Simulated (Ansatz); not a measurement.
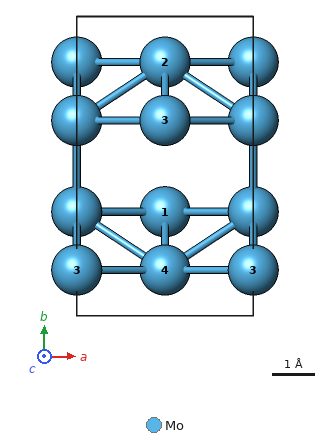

*The structure (ball-and-stick view of the cell 2 times as large as that of the calculation, set on its symmetry axes, along the c axis; atoms are numbered from 1 in the order of the input).*

Near neighbours in the crystal (not all of them lie inside the picture): Mo has 7 Mo at 2.32 to 2.66 Å.

Single-point calculation, with input and output: Mo

System: Mo (Cmce, 4 atoms in the cell).
Method: DFT PBEsol, scalar-relativistic, plane waves, PAW, no spin polarisation (Ansatz 0.2.0).

The structure was made by swapping elements on the sites of another compound; it need not be a known phase. It belongs to a series of runs on one base structure; here: alpha-gallium type (Cmce, No. 64). Figures and captions count atoms from 1; the log counts them from 0 in places.

The program's output:
```
Engine: ansatz 0.2.0, x86_64-unknown-linux-gnu
Pseudopotentials: kind: paw
Pseudopotential: Mo, paw, valence charge 14, recommended cutoff 420 eV (normal), Mo.paw.azcp
Functional definition: PBEsol
  exchange = pbesol_x
  correlation = pbesol_c
Crystal: 4 atoms, lattice volume = 66.972 Å³
Basis set: ecut = 420 eV, 1293 PW (Γ), exchange–correlation on 60×60×60 points (8 copies of the dense FFT grid, shifted against one another)
Bands: 34, of which v1, the nominal top of the filled ones, is band 28 counted from 1 (27 counted from 0)
Symmetry: 8 space group operations
Space group: Cmce (ITA 64), of the structure as read, at distance tolerance 4.1e-5 Å
k-points: 39 of 144
Non-local potential: Mo, projectors of the file, l = 0: 3, l = 1: 2, l = 2: 2, l = 3: 1
PAW form: soft (Blöchl's): semilocal exchange-correlation on the pseudo side does not see the compensation charge
PAW frozen core: Mo, regenerated for the run's functional, and the local potential with it (the file was generated under x = pbe(κ = 0.804, μ = 0.2195149727645171), c = pbe(β = 0.06672455060314922))
PAW one-centre angular grid: Mo, 590 points (default); XC on 64 Gauss nodes
Initial density: superposition of atomic densities (neutral atoms: chi_scale 0, normalization atom), corrected by the library's trained network
Initial wavefunctions: pseudopotential atomic-orbital guess
Functional: x = pbesol(κ = 0.804, μ = 0.12345679012345678), c = pbesol(β = 0.046)
SCF iter   1: F=—  HF=-19584.873128 eV  |F-HF|=—  |Δ(HF+E_count)|=         —  Δρ=1.03e-2  dr2=5.68e-2  ethr=1.77e-3  ⟨swp⟩=4.5  Hψ=4892  notcnv=0
preconditioner: auto → Kerker (q_TF=auto, 2.648 Å⁻¹)  [metal: Δε(μ)=0.023 eV  Ē_g=4.114 eV  σ=0.100 eV  W_gap=0.13  n_scr=20 (ndim 8)  ℏωp=22.2 eV  f_vac=0.000  D(μ)=3.24/eV (n_scr^D=24)]
SCF iter   2: F=—  HF=-19584.860144 eV  |F-HF|=—  |Δ(HF+E_count)|=   1.30e-2  Δρ=5.45e-3  dr2=1.61e-2  ethr=1.01e-4  ⟨swp⟩=1.7  Hψ=1678  notcnv=0
SCF iter   3: F=—  HF=-19584.855707 eV  |F-HF|=—  |Δ(HF+E_count)|=   4.44e-3  Δρ=7.70e-4  dr2=4.24e-4  ethr=2.88e-5  ⟨swp⟩=2.1  Hψ=1782  notcnv=0
SCF iter   4: F=—  HF=-19584.855639 eV  |F-HF|=—  |Δ(HF+E_count)|=   6.87e-5  Δρ=1.64e-4  dr2=2.38e-5  ethr=7.58e-7  ⟨swp⟩=2.1  Hψ=1728  notcnv=0
SCF iter   5: F=—  HF=-19584.855629 eV  |F-HF|=—  |Δ(HF+E_count)|=   9.81e-6  Δρ=4.12e-5  dr2=1.29e-6  ethr=4.24e-8  ⟨swp⟩=2.3  Hψ=1645  notcnv=0
SCF iter   6: F=-19584.855629 eV  HF=-19584.855629 eV  |F-HF|=2.52e-9  |Δ(HF+E_count)|=   1.76e-7  Δρ=8.42e-6  dr2=4.11e-8  ethr=1.79e-10  ⟨swp⟩=7.7  Hψ=5529  notcnv=0
SCF 1 converged in 6 iterations: F = -19584.855629 eV  dr2 = 4.11e-8
  greatest PAW one-centre occupation: 0.999 electrons in one spin orbital (limit 2), on the Mo atom at site 3 (counted from 0), in its partial waves of l = 0
SCF converged after 6 iterations
Free energy (F): -19584.855629 eV
Harris-Foulkes:  -19584.855629 eV  (|F-HF|=2.52e-9)
Internal energy: -19584.838586 eV  (E = F + TS)
E sigma→0 (E₀):  -19584.847107 eV
Entropy (-TS):   -0.017043 eV (-4.261 meV/atom)
Fermi energy:    18.953705 eV
--- Per-component energies (eV) ---
  E_band       = -311.114395
  E_kinetic    = 1782.419236
  E_local      = -3805.150681  (includes V_loc(G=0)·N_el)
  E_nonlocal   = 591.513678
  E_hartree    = 1312.399419
  E_xc         = -731.444881
  E_vxc        = -916.446283  (∫ρ·V_xc dr)
  E_paw        = -12580.605539  (= ΣΔE_a)
  E_vpaw       = -588.252448  (= ΣTr[D̂ρ^β])
  E_aug_tail   = 0.000160  (compensation charges beyond the density's cutoff)
  E_ewald      = -6154.807175
  E_core_change = 0.837197  (= ΣΔE_core)
  E_smearing   = -0.017043  (= −TS)
  E_closure    = -0.000000  (closes the sum)
  Σ components = -19584.855629   (vs F -19584.855629, Δ=0.00e0)
--- Forces (eV/Å), atoms counted from 1 ---
  atom   1  Mo     0.00000000    -0.87668075    -0.60499999
  atom   2  Mo     0.00000000    -0.87668075     0.60499999
  atom   3  Mo     0.00000000     0.87668075     0.60499999
  atom   4  Mo     0.00000000     0.87668075    -0.60499999
  max |Σ_I F_I| component: 1.11e-16 eV/Å
--- Stress (GPa, compression-positive) ---
       14.481877       0.000000       0.000000
        0.000000      27.620169       0.000000
        0.000000       0.000000      11.312867
  P = ⅓ Tr σ = 17.8050 GPa (178.050 kbar)
--- Band table (eV; the first three rows and the last of 39) ---
  k-point 0: bands = ["-41.8067", "-41.3945", "-41.1410", "-41.1191", "-16.8457", "-16.3691", "-16.3659", "-16.3625", "-15.7973", "-15.7149", "-15.2591", "-15.1580", "-15.0527", "-14.9207", "-14.6927", "-14.6109", "12.6647", "14.6569", "14.7294", "15.2176", "16.0455", "16.2900", "17.2537", "17.3511", "17.4644", "17.5155", "18.7441", "18.8707", "19.2695", "19.5599", "20.0912", "20.1961", "20.7215", "22.1956"]
  k-point 1: bands = ["-41.7549", "-41.4698", "-41.1299", "-41.1081", "-16.8217", "-16.6216", "-16.2902", "-15.9830", "-15.8443", "-15.7664", "-15.4532", "-15.1779", "-15.0632", "-14.9552", "-14.6150", "-14.5623", "13.3703", "14.5644", "14.9616", "15.7905", "15.8129", "16.2004", "16.7359", "17.2103", "17.3173", "18.2189", "18.5643", "18.6207", "19.2728", "19.3641", "19.3827", "20.2720", "20.8815", "21.5974"]
  k-point 2: bands = ["-41.6220", "-41.6220", "-41.1101", "-41.1101", "-16.7533", "-16.7533", "-16.0860", "-16.0860", "-15.7381", "-15.7381", "-15.4300", "-15.4300", "-15.0498", "-15.0498", "-14.5219", "-14.5219", "14.7669", "14.7669", "15.3821", "15.3821", "15.9485", "15.9485", "16.2844", "16.2844", "17.6918", "17.6918", "18.9393", "18.9393", "19.0705", "19.0705", "19.6670", "19.6670", "20.9984", "20.9984"]
  k-point 38: bands = ["-41.4936", "-41.4936", "-41.2452", "-41.2452", "-16.6397", "-16.6397", "-16.2283", "-16.2283", "-15.7420", "-15.7420", "-15.4985", "-15.4985", "-14.8891", "-14.8891", "-14.5565", "-14.5565", "14.8813", "14.8813", "15.7002", "15.7002", "15.9458", "15.9458", "16.6839", "16.6839", "17.2713", "17.2713", "17.9303", "17.9303", "19.5221", "19.5221", "20.2577", "20.2577", "21.7086", "21.7086"]
```

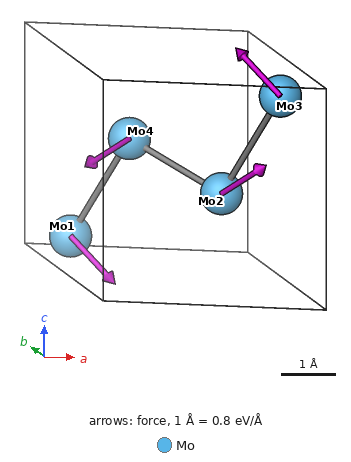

*Forces on the atoms as pink arrows (ball-and-stick view of the cell of the calculation, seen slightly off an axis; atoms are numbered from 1 in the order of the input).*

The largest act on all 4 Mo atoms (1.07 eV/Å). The geometry is not a stationary point of this energy.

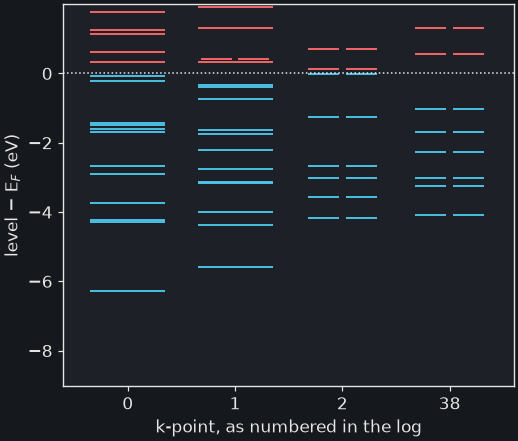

*Kohn–Sham levels near the Fermi level (dotted) at the few k-points that the log prints; levels within 0.02 eV of each other stand side by side.*

The system is metallic on the full mesh.

This output came from the following input.

The input:
```yaml
crystal:
  lattice:
    - [2.1447590161, -3.6349687911, 0.0]
    - [2.1447590161, 3.6349687911, 0.0]
    - [0.0, 0.0, 4.2952238224]
  atoms:
    - { symbol: Mo, position: [0.1525, 0.8475, 0.0785] }
    - { symbol: Mo, position: [0.6525, 0.3475, 0.4215] }
    - { symbol: Mo, position: [0.8475, 0.1525, 0.9215] }
    - { symbol: Mo, position: [0.3475, 0.6525, 0.5785] }
basis:
  ecutwfc: 420
kpoints:
  mp_grid: { grid: [6, 6, 4] }
hamiltonian:
  xc: pbesol
scf:
  occupations: { method: gaussian, width: 0.1 }
  lower_state_search: "off"
output:
  forces: true
  stress: true
  eigenvalues: true
```

Key numbers:

```tsv
quantity	value
outcome	converged
space group (tolerance 0.01 Å)	Cmce (64)
electrons treated	56
free energy	−19584.8556 eV
Fermi energy	18.954 eV
gap on the k-point mesh	none (metallic)
pressure	17.80 GPa
largest force (length of the vector)	1.065 eV/Å
hardware	1 thread of an x86-64 CPU, shared host
wall time	1.9 s
peak memory	0.53 GiB
```
